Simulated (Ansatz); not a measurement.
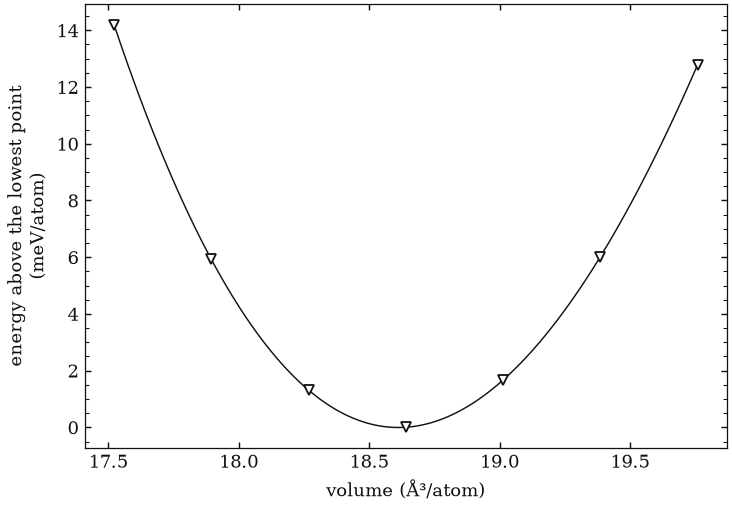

Plotted: energy above the lowest point against volume for V, space group Fd-3m (No. 227) (one of a set of cubic test structures, which need not be the stable phase).

How it was computed, with Ansatz 0.2.0 development build: equation of state of a cubic crystal from periodic Kohn-Sham density functional theory without spin, third-order Birch-Murnaghan fit to the free energies; pressure corrected for the finite basis. Level: PBE.

- structure type: diamond
- atoms in cell: 2
- space group number: 227
- lattice centring: face-centred primitive
- k mesh: 35×35×35
- occupation method: Fermi–Dirac
- occupation width: 0.06123 eV
- wave cutoff: 420 eV
- datasets: soft-1 PAW
- density tolerance: 1e−07 eV
- bands: 17
- density cutoff ratio: 4
- search for lower states: default

How stiff is the solid, and where is its volume at rest?

Answer. A third-order Birch–Murnaghan fit gives V0 = 18.61 Å³/atom, B0 = 64.3 GPa and B′ = 4.2.

Caveats: cubic model structure, not the ambient form; no spin polarisation, a magnetic state may lie lower.
